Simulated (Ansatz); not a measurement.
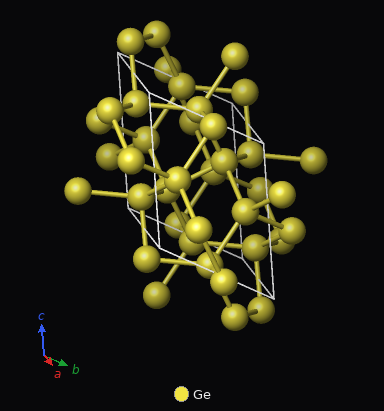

The figure gives a ball-and-stick picture of the atoms, viewed slightly off an axis. The conventional unit cell is outlined; an atom on or near a face, edge or corner is repeated at each equivalent position. Every bond is drawn to its end, so some atoms lie outside the box.

Ge, space group P-1 (No. 2), a = 6.01 Å, b = 6.01 Å, c = 6.01 Å, α = 109.47°, β = 109.47°, γ = 109.47°.

The calculation: DFT PBEsol, scalar-relativistic, plane waves, PAW in Ansatz, with 420 eV cutoff, k-points about 0.16 Å⁻¹ apart, Gaussian smearing of 0.15 eV, no spin polarisation.

> How large a gap does the method give, if there is one?

A metal: bands cross the Fermi level.

> What is the computed pressure?

The computed pressure is 0.2 GPa (compressed: it would expand).

The initial geometry was a structure listed in the Materials Project. The cell was then strained or its atoms displaced on purpose. It was run through Ansatz as a DFT input.
